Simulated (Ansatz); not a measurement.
**Geometry relaxation of Sn$_{7}$S$_{16}$ (charge −2) (part 1 of 4)**

Sn$_{7}$S$_{16}$ (defect cell, 23 atoms in the cell, total charge −2), computed with DFT PBE+D3(BJ), scalar-relativistic, plane waves, PAW, spin-polarised (Ansatz 0.2.0).

The structure derives from a Materials Project entry. It belongs to a series of runs on one base structure; here: Sn vacancy (site b), charge -2, atoms relaxed at the host's cell. Figures and captions count atoms from 1; the log counts them from 0 in places.

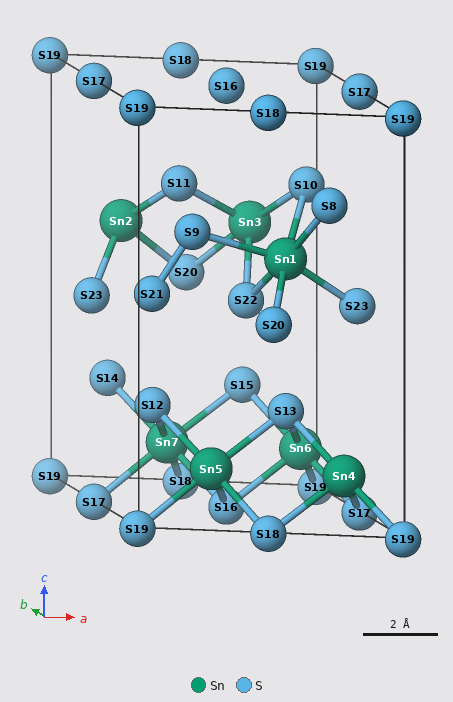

**Figure 1.** The starting structure (ball-and-stick view of the cell of the calculation, seen slightly off an axis; atoms are numbered from 1 in the order of the input). An atom can appear more than once, as a periodic image.

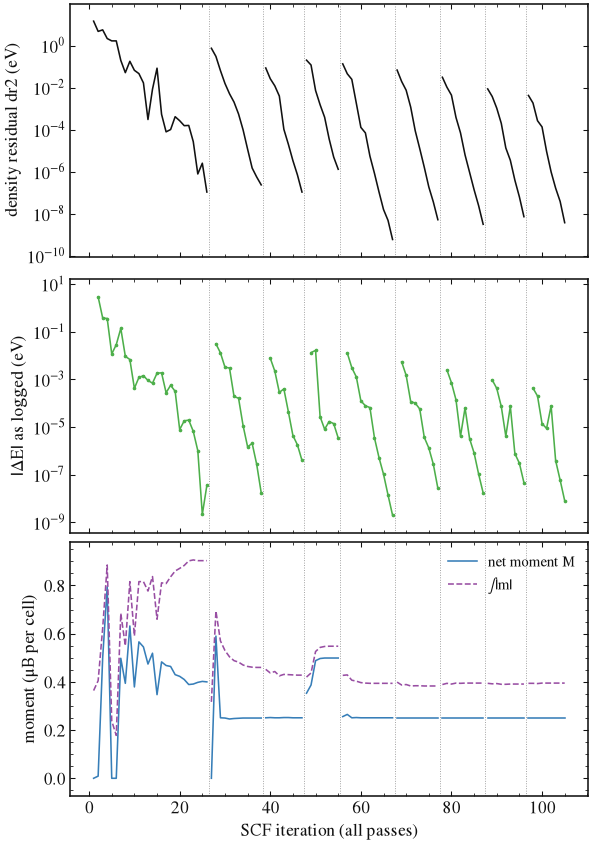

**Figure 2.** Convergence of the self-consistent field: density residual dr2, size of the energy change and magnetic moment against the SCF iteration. The dotted lines part the SCF passes of the relaxation: geometry steps, rejected trials and re-solves on a re-selected basis. The 9 passes take 8 to 26 iterations each, 105 in all. The net moment goes from 0.0 to 0.2 μB per cell, with excursions between 0.0 and 0.8 on the way.

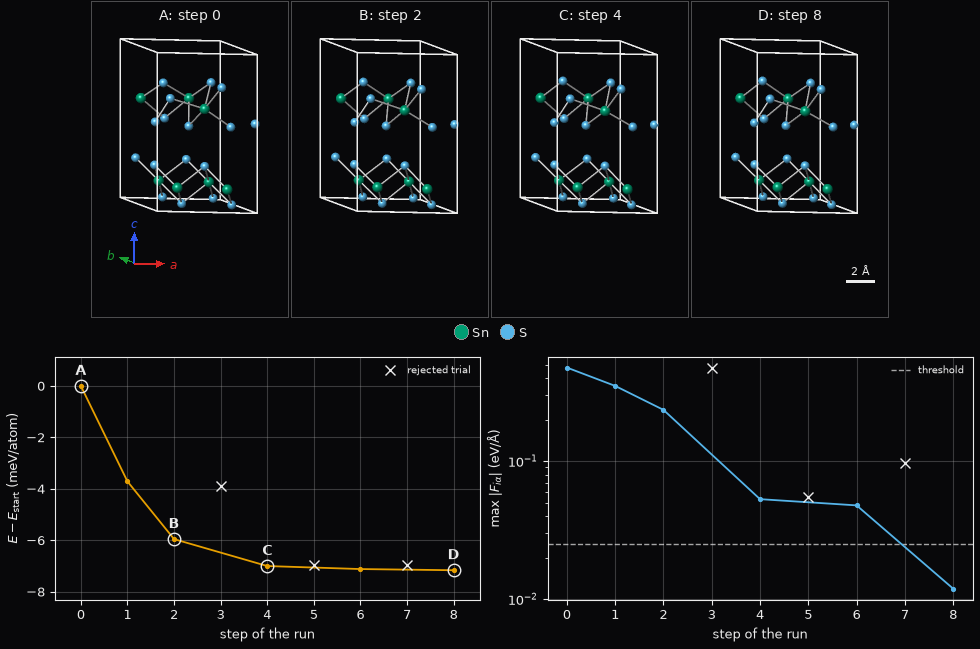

**Figure 3.** Frames of the relaxation (ball-and-stick view of the cell of the calculation (origin shifted), seen slightly off an axis) above the curves, on which the letters mark them (the first geometry is step 0 here and step 1 in the log).

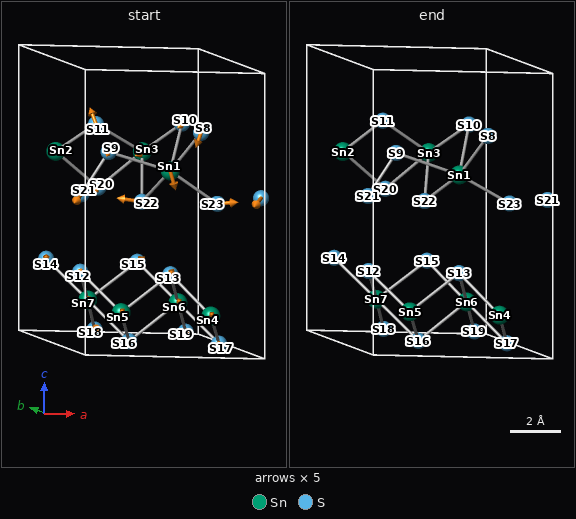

**Figure 4.** Before (left) and after (right) the relaxation, at one scale (ball-and-stick view of the cell of the calculation (origin shifted), seen slightly off an axis). The orange arrows give the displacements, magnified 5 times. After 8 geometry steps the energy has fallen by 7.2 meV per atom. Largest force component: 0.48 eV/Å at the start, 0.012 eV/Å at the end. The line search rejected the trial steps at points 3, 5, 7 (counted from 0) and went back. The largest moves, 0.21 Å, are those of S21 and S22. By element the largest moves are S 0.21 Å, Sn 0.17 Å. The cell stays as it was. Among the contacts that change: Sn2–S21 3.117 → 2.997 Å, Sn1–S9 2.773 → 2.887 Å, Sn3–S22 2.596 → 2.533 Å, Sn3–S21 2.721 → 2.670 Å. Among the angles that change: S22–Sn1–S23 77.1° → 89.7°, S9–Sn1–S23 163.0° → 170.1°, S9–Sn1–S22 88.7° → 83.1°. (Atoms are counted from 1 in the order of the input.)

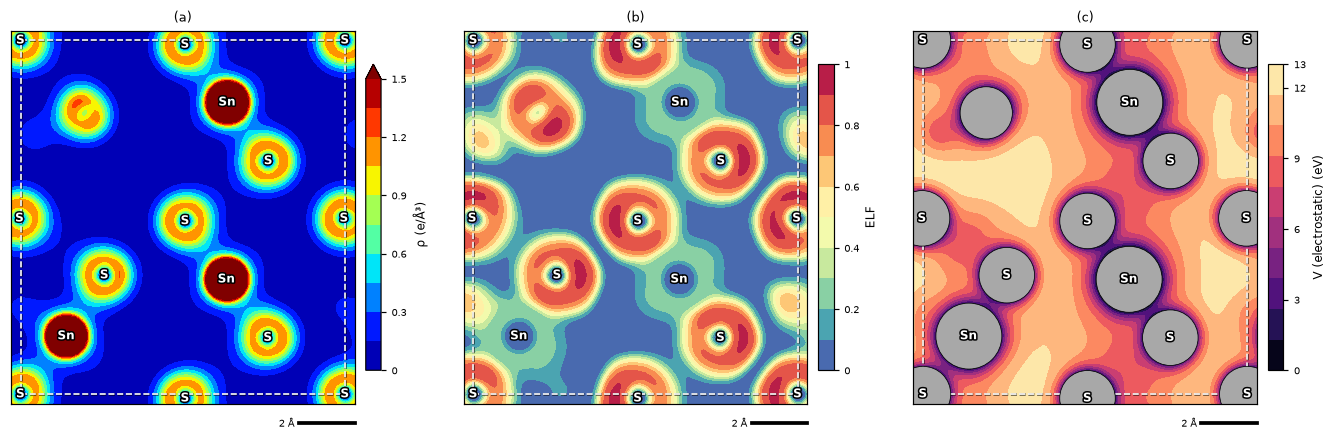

**Figure 5.** (a) valence charge density (pseudo); (b) ELF; (c) electrostatic potential energy of an electron on the (110) plane of the calculation cell. Grey discs, where drawn, cover atomic cores. The section cuts through Sn and S sites. Sn–S (2.58 Å): ρ at the midpoint is about 0.44 e/Å³; the ELF is about 0.55 at the midpoint (a polar contact without a shared pair, in a metal). Sn–S (2.67 Å): the density is about 0.38 e/Å³ at the midpoint; the ELF is about 0.50 at the midpoint; no shared pair; the contact is polar. Away from the nuclei the density in this plane falls to 0.008 e/Å³ at its lowest. Outside the cores the potential energy rises away from the atoms and is highest about 1.9 Å from the nearest atoms; outside the discs it spans about 12 eV, and its zero is arbitrary. The fields are those of the smooth PAW valence density.

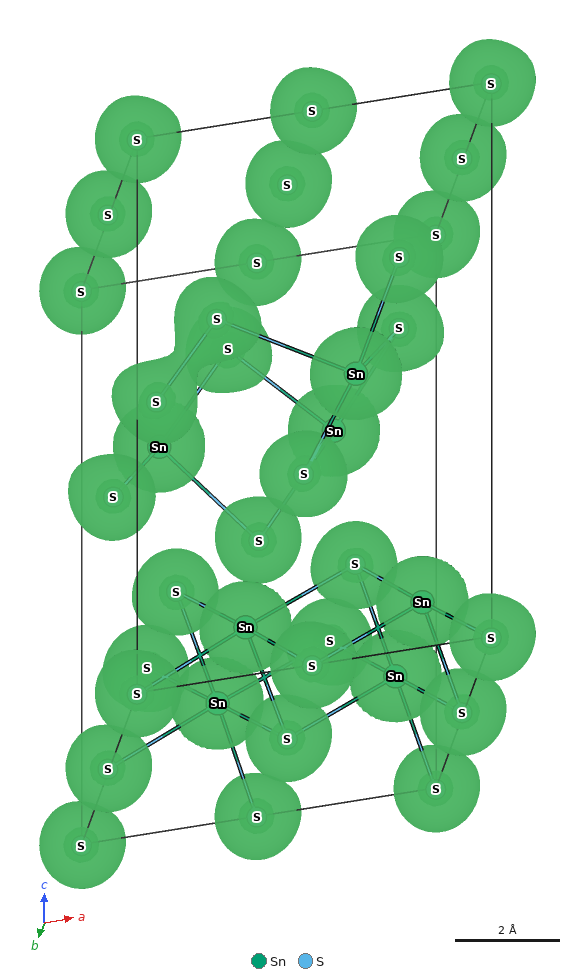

**Figure 6.** Isosurface of the valence pseudo-density at 0.8 e/Å³ (green), seen at an oblique angle. Sticks mark near contacts. The outline is the calculation cell. At this value the density breaks into separate islands; it holds about 50 % of the electrons treated as valence (semicore included). It is pinched off along the Sn–S (2.42 Å), Sn–S (2.48 Å) and Sn–S (2.53 Å) contacts. On the grid the lowest density along these lines, outside the cores, is 0.96 e/Å³ (S–S, 2.08 Å), 0.57 e/Å³ (Sn–S, 2.42 Å), 0.52 e/Å³ (Sn–S, 2.48 Å) and 0.48 e/Å³ (Sn–S, 2.53 Å).

These pictures come from the run below.

**Input file**
```yaml
crystal:
  lattice:
    - [-3.6685056985, 6.3540382577, 0.0]
    - [-3.6685056986, -6.3540382577, 0.0]
    - [0.0, 0.0, 11.6526799943]
  atoms:
    - { symbol: Sn, position: [0.6616907105, 0.33075691, 0.6134652462] }
    - { symbol: Sn, position: [0.188488137, 0.7746105811, 0.6370155971] }
    - { symbol: Sn, position: [0.6998491857, 0.8562393334, 0.6361267423] }
    - { symbol: Sn, position: [0.8258940901, 0.1629333888, 0.1225268309] }
    - { symbol: Sn, position: [0.3257170736, 0.1615290965, 0.1274252619] }
    - { symbol: Sn, position: [0.8272476273, 0.6631452315, 0.1256919416] }
    - { symbol: Sn, position: [0.3251559922, 0.6631388326, 0.1282534429] }
    - { symbol: S, position: [0.7720296491, 0.1652901764, 0.763205511], spin: 0.333 }
    - { symbol: S, position: [0.2493390774, 0.1442085532, 0.690510687], spin: 0.333 }
    - { symbol: S, position: [0.8491890259, 0.6619420737, 0.7534911441] }
    - { symbol: S, position: [0.3591460808, 0.6296318124, 0.7477140136], spin: 0.333 }
    - { symbol: S, position: [0.1602382673, 0.3294369374, 0.25355887] }
    - { symbol: S, position: [0.6615593236, 0.3278100494, 0.2520278988] }
    - { symbol: S, position: [0.1563607733, 0.8316589908, 0.2553687386] }
    - { symbol: S, position: [0.6646765048, 0.834225262, 0.2517141889] }
    - { symbol: S, position: [0.4926458, 0.4939453079, 1.0003511973] }
    - { symbol: S, position: [-0.00486633, 0.4978332942, 0.9984624011] }
    - { symbol: S, position: [0.4843133654, 0.9897975293, 0.9984812991] }
    - { symbol: S, position: [-0.0060837272, 0.9972178988, 0.996979378] }
    - { symbol: S, position: [0.502666255, -0.0154772737, 0.4961486928] }
    - { symbol: S, position: [0.0861826105, 0.1113451492, 0.543329978], spin: 0.333 }
    - { symbol: S, position: [0.5879583685, 0.5597632985, 0.4845067898], spin: 0.333 }
    - { symbol: S, position: [-0.0101871606, 0.5082983584, 0.4874483136], spin: 0.333 }
  host:
    lattice:
      - [3.6685056985, 0.0, 0.0]
      - [-1.8342528492, 3.1770191289, 0.0]
      - [0.0, 0.0, 11.6526799943]
    atoms:
      - { symbol: Sn, position: [0.3333333333, 0.6666666667, 0.6250803662] }
      - { symbol: Sn, position: [0.6666666667, 0.3333333333, 0.1250803662] }
      - { symbol: S, position: [0.6666666667, 0.3333333333, 0.7518804125] }
      - { symbol: S, position: [0.3333333333, 0.6666666667, 0.2518804125] }
      - { symbol: S, position: [0.0, 0.0, -0.0019587787] }
      - { symbol: S, position: [0.0, 0.0, 0.4980412213] }
total_charge: -2
basis:
  ecutwfc: 420
  xc_grid: 2
kpoints:
  mp_grid: { grid: [2, 2, 2], shift: [0.0, 0.0, 0.0] }
hamiltonian:
  xc: pbe
  dispersion: d3bj
scf:
  occupations: { method: gaussian, width: 0.01 }
output:
  forces: true
  stress: false
  eigenvalues: true
  populations: true
  charged_corrections:
    defect_position: [0.16666667, 0.33333333, 0.62508037]
    epsilon: [[18.9408, 0.0, 0.0], [0.0, 18.9408, 0.0], [0.0, 0.0, 7.1365]]
  write_density: true
  write_potential: true
  elf: true
  volumetric_format: npy
magnetization:
  spin_polarized: true
relax:
  adjacent_minimum: "off"
  f_tol: 0.025
  max_steps: 45
```

Run as:
```bash
ansatz run input.yaml --threads 4 --pin off --max-ram 10240MiB --backend cpu --events-out ev --progress --plain --runs-dir out
```

**The program's output**
```
Engine: ansatz 0.2.0, aarch64-unknown-linux-gnu
Pseudopotentials: kind: paw
Pseudopotential: Sn, paw, valence charge 14, recommended cutoff 420 eV (normal), Sn.paw.azcp
Pseudopotential: S, paw, valence charge 6, recommended cutoff 420 eV (normal), S.paw.azcp
Functional definition: PBE
  parameter kappa = 0.804
  parameter beta = 0.06672455060314922
  exchange = pbe_x(kappa = kappa, mu = beta*pi^2/3)
  correlation = pbe_c(beta = beta)
Crystal: 23 atoms, lattice volume = 543.244 Å³
Basis set: ecut = 420 eV, 10611 PW (Γ), exchange–correlation on 100×100×160 points (8 copies of the dense FFT grid, shifted against one another)
Bands: 122, of which v1, the nominal top of the filled ones, is band 98 counted from 1 (97 counted from 0)
Symmetry: 1 space group operations
Space group: P1 (ITA 1), of the structure as read, at distance tolerance 8.2e-5 Å
Magnetic group: BNS 1.1 (UNI 1), of the structure as read, at distance tolerance 8.2e-5 Å
k-points: 8
Non-local potential: Sn, projectors of the file, l = 0: 2, l = 1: 2, l = 2: 2, l = 3: 2
Non-local potential: S, projectors of the file, l = 0: 2, l = 1: 2, l = 2: 2
PAW form: soft (Blöchl's): semilocal exchange-correlation on the pseudo side does not see the compensation charge
PAW one-centre angular grid: Sn, 590 points (default); XC on 64 Gauss nodes
PAW one-centre angular grid: S, 110 points (default); XC on 64 Gauss nodes
Starting moments: Σ|m| = 1.998 μB on 6 of 23 sites
Initial wavefunctions: pseudopotential atomic-orbital guess
Functional: x = pbe(κ = 0.804, μ = 0.2195149727645171), c = pbe(β = 0.06672455060314922)
```
